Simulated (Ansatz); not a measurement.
Single-point calculation, with input and output: InP (part 2 of 2)

Continued. System: InP (32 atoms in the cell). Method: DFT PBE, scalar-relativistic, plane waves, PAW, no spin polarisation (Ansatz 0.2.0); cutoff 420 eV, 4×4×4 k-mesh, Gaussian smearing of 0.02 eV. The structure derives from a Materials Project entry. It belongs to a series of runs on one base structure; here: the perfect crystal in a cell of 32 atoms.

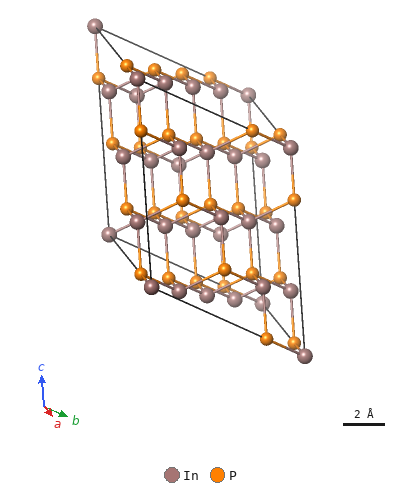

**Figure 1.** The structure (ball-and-stick view of the cell of the calculation, seen slightly off an axis).

**What the program printed, continued**
```
  k-point 0: bands = ["-7.8622", "-7.8622", "-7.8622", "-7.8296", "-7.8296", "-7.8296", "-7.8209", "-7.8209", "-7.8209", "-7.8209", "-7.8209", "-7.8209", "-7.7889", "-7.7889", "-7.7889", "-7.7334", "-7.7120", "-7.7120", "-7.6905", "-7.6905", "-7.6905", "-7.6878", "-7.6878", "-7.6878", "-7.6778", "-7.6778", "-7.6778", "-7.6778", "-7.6778", "-7.6778", "-7.6726", "-7.6726", "-7.6726", "-7.6648", "-7.6648", "-7.6648", "-7.6648", "-7.6648", "-7.6648", "-7.6599", "-7.6599", "-7.6599", "-7.6430", "-7.6430", "-7.6430", "-7.6373", "-7.6373", "-7.6373", "-7.6226", "-7.6226", "-7.6226", "-7.5986", "-7.5986", "-7.5986", "-7.5986", "-7.5986", "-7.5986", "-7.5945", "-7.5945", "-7.5945", "-7.5918", "-7.5918", "-7.5918", "-7.5895", "-7.5895", "-7.5822", "-7.5822", "-7.5822", "-7.5812", "-7.5812", "-7.5812", "-7.5766", "-7.5766", "-7.5766", "-7.5766", "-7.5766", "-7.5766", "-7.5644", "-7.5644", "-7.5644", "-4.6456", "-3.8638", "-3.8638", "-3.8638", "-3.2556", "-3.2556", "-3.2556", "-3.2556", "-3.2556", "-3.2556", "-2.9229", "-2.9229", "-2.9229", "-2.7697", "-2.7697", "-2.7697", "1.0490", "1.0490", "1.0490", "1.1342", "1.1342", "1.1342", "1.5528", "1.5528", "1.5528", "1.5528", "1.5528", "1.5528", "2.4337", "2.4337", "2.4337", "3.4991", "3.4991", "3.4991", "3.9034", "3.9034", "3.9034", "3.9985", "3.9985", "3.9985", "3.9985", "3.9985", "3.9985", "4.3669", "4.3669", "4.3669", "4.7823", "4.7823", "4.7823", "4.8253", "5.0034", "5.0034", "5.0034", "5.0335", "5.0335", "5.0335", "5.0335", "5.0335", "5.0335", "5.8152", "5.8152", "5.8152", "6.2046", "6.2046", "7.8341", "8.5214", "8.5214", "8.5214", "8.7231", "8.7231", "8.7231", "9.0768", "9.0768", "9.0768", "9.2901", "9.2901", "9.2901", "9.4327", "9.4327", "9.4327", "9.4327", "9.4327", "9.4327", "10.5620", "10.5620", "10.5620"]
  k-point 1: bands = ["-7.8465", "-7.8465", "-7.8419", "-7.8419", "-7.8419", "-7.8419", "-7.8308", "-7.8308", "-7.8308", "-7.8308", "-7.8215", "-7.8215", "-7.7841", "-7.7841", "-7.7594", "-7.7594", "-7.7034", "-7.7034", "-7.6994", "-7.6994", "-7.6940", "-7.6940", "-7.6908", "-7.6908", "-7.6756", "-7.6756", "-7.6736", "-7.6736", "-7.6736", "-7.6736", "-7.6680", "-7.6680", "-7.6609", "-7.6609", "-7.6609", "-7.6609", "-7.6595", "-7.6595", "-7.6595", "-7.6595", "-7.6590", "-7.6590", "-7.6498", "-7.6498", "-7.6498", "-7.6498", "-7.6464", "-7.6464", "-7.6119", "-7.6119", "-7.6119", "-7.6119", "-7.6097", "-7.6097", "-7.6005", "-7.6005", "-7.5981", "-7.5981", "-7.5981", "-7.5981", "-7.5915", "-7.5915", "-7.5904", "-7.5904", "-7.5859", "-7.5859", "-7.5819", "-7.5819", "-7.5757", "-7.5757", "-7.5757", "-7.5757", "-7.5732", "-7.5732", "-7.5721", "-7.5721", "-7.5697", "-7.5697", "-7.5697", "-7.5697", "-4.3329", "-4.3329", "-3.9569", "-3.9569", "-3.3263", "-3.3263", "-3.0353", "-3.0353", "-3.0353", "-3.0353", "-2.9704", "-2.9704", "-2.9704", "-2.9704", "-2.7582", "-2.7582", "1.0443", "1.0443", "1.1103", "1.1103", "1.1103", "1.1103", "1.3854", "1.3854", "1.3854", "1.3854", "1.5592", "1.5592", "2.4716", "2.4716", "3.4490", "3.4490", "3.5712", "3.5712", "3.8418", "3.8418", "3.8418", "3.8418", "3.9068", "3.9068", "3.9068", "3.9068", "4.4089", "4.4089", "4.5688", "4.5688", "4.5688", "4.5688", "4.6235", "4.6235", "4.8513", "4.8513", "4.8513", "4.8513", "4.9815", "4.9815", "5.5698", "5.5698", "5.6166", "5.6166", "5.6238", "5.6238", "6.0758", "6.0758", "8.2417", "8.2417", "8.2781", "8.2781", "8.8040", "8.8040", "8.9541", "8.9541", "9.0008", "9.0008", "9.0008", "9.0008", "9.1544", "9.1544", "9.1544", "9.1544", "10.0768", "10.0768", "10.0768", "10.0768", "10.5614", "10.5614"]
  k-point 2: bands = ["-7.8704", "-7.8704", "-7.8690", "-7.8234", "-7.8234", "-7.8234", "-7.8234", "-7.8122", "-7.8122", "-7.8122", "-7.8122", "-7.8035", "-7.8035", "-7.8035", "-7.8035", "-7.7255", "-7.7151", "-7.7151", "-7.6833", "-7.6833", "-7.6833", "-7.6833", "-7.6805", "-7.6805", "-7.6805", "-7.6805", "-7.6774", "-7.6774", "-7.6774", "-7.6774", "-7.6764", "-7.6764", "-7.6764", "-7.6764", "-7.6754", "-7.6754", "-7.6754", "-7.6754", "-7.6616", "-7.6616", "-7.6616", "-7.6616", "-7.6355", "-7.6355", "-7.6341", "-7.6341", "-7.6341", "-7.6341", "-7.6292", "-7.6255", "-7.6255", "-7.5957", "-7.5957", "-7.5957", "-7.5957", "-7.5939", "-7.5939", "-7.5939", "-7.5939", "-7.5908", "-7.5885", "-7.5884", "-7.5884", "-7.5884", "-7.5884", "-7.5840", "-7.5840", "-7.5840", "-7.5840", "-7.5832", "-7.5832", "-7.5832", "-7.5832", "-7.5804", "-7.5804", "-7.5804", "-7.5804", "-7.5621", "-7.5621", "-7.5614", "-4.7546", "-3.6052", "-3.6052", "-3.6052", "-3.6052", "-3.3375", "-3.3375", "-3.3375", "-3.3375", "-3.0797", "-3.0797", "-3.0797", "-3.0797", "-2.7953", "-2.6397", "-2.6397", "0.8574", "0.8574", "1.0434", "1.4230", "1.4230", "1.4230", "1.4230", "1.5825", "1.5825", "1.5825", "1.5825", "2.1520", "2.1520", "2.1520", "2.1520", "3.4839", "3.4839", "3.4839", "3.4839", "4.0087", "4.0087", "4.0087", "4.0087", "4.1191", "4.1191", "4.1191", "4.1191", "4.1235", "4.1235", "4.1275", "4.1275", "4.2767", "4.2767", "5.0750", "5.0750", "5.0750", "5.0750", "5.4324", "5.4324", "5.4324", "5.4324", "5.5156", "5.5156", "5.5156", "5.5156", "5.6672", "6.2399", "6.2399", "7.5177", "8.2511", "8.4640", "8.4640", "8.7395", "8.8564", "8.8564", "9.0844", "9.0844", "9.0844", "9.0844", "9.3294", "9.3294", "9.3294", "9.3294", "9.3937", "9.3937", "9.3937", "9.3937", "10.2759", "10.6505", "10.6505"]
  k-point 5: bands = ["-7.8499", "-7.8499", "-7.8422", "-7.8422", "-7.8422", "-7.8422", "-7.8314", "-7.8149", "-7.8149", "-7.8149", "-7.8149", "-7.8021", "-7.8021", "-7.8021", "-7.8021", "-7.7727", "-7.6920", "-7.6920", "-7.6847", "-7.6847", "-7.6847", "-7.6847", "-7.6839", "-7.6839", "-7.6839", "-7.6839", "-7.6778", "-7.6778", "-7.6778", "-7.6778", "-7.6759", "-7.6759", "-7.6759", "-7.6759", "-7.6695", "-7.6695", "-7.6695", "-7.6695", "-7.6618", "-7.6618", "-7.6585", "-7.6585", "-7.6399", "-7.6399", "-7.6399", "-7.6399", "-7.6368", "-7.6368", "-7.6168", "-7.6104", "-7.6104", "-7.6067", "-7.6067", "-7.6067", "-7.6067", "-7.6050", "-7.6050", "-7.6050", "-7.6050", "-7.6007", "-7.5806", "-7.5799", "-7.5799", "-7.5799", "-7.5799", "-7.5792", "-7.5792", "-7.5792", "-7.5792", "-7.5775", "-7.5775", "-7.5775", "-7.5775", "-7.5753", "-7.5753", "-7.5753", "-7.5753", "-7.5733", "-7.5733", "-7.5693", "-4.3282", "-3.9360", "-3.9360", "-3.9360", "-3.9360", "-3.5725", "-3.2625", "-3.2625", "-3.2625", "-3.2625", "-2.6512", "-2.6512", "-2.6512", "-2.6512", "-2.5954", "-2.5954", "0.9552", "0.9552", "0.9991", "0.9991", "0.9991", "0.9991", "1.0272", "1.0272", "1.0272", "1.0272", "2.2764", "2.9233", "2.9233", "2.9233", "2.9233", "3.4169", "3.4169", "3.4169", "3.4169", "3.7079", "3.7079", "3.7516", "3.7516", "3.9194", "4.0618", "4.0618", "4.0618", "4.0618", "4.7161", "4.7161", "4.9132", "4.9132", "4.9132", "4.9132", "5.1780", "5.1780", "5.1780", "5.1780", "5.1820", "5.1820", "5.1820", "5.1820", "5.4674", "5.4674", "5.4674", "5.4674", "5.4846", "5.4846", "8.0422", "8.0422", "8.0422", "8.0422", "8.5745", "8.9896", "9.1274", "9.1274", "9.1274", "9.1274", "9.2629", "9.3910", "9.4363", "9.4363", "9.4363", "9.4363", "9.9812", "9.9812", "10.1305", "10.1305", "10.2133", "10.2133"]
```

**Summary**

- outcome: converged
- space group (tolerance 0.01 Å): F-43m (216)
- electrons treated: 288
- free energy: −101664.1456 eV
- Fermi energy: 6.879 eV
- gap on the k-point mesh: 1.28 eV
- pressure: 0.00 GPa
- largest force (length of the vector): under 0.001 eV/Å
- hardware: 4 threads of Arm Neoverse V1, 24 GiB of memory available, shared host
- wall time: 38 s (CPU time 2.5 min)
- peak memory: 2.8 GiB
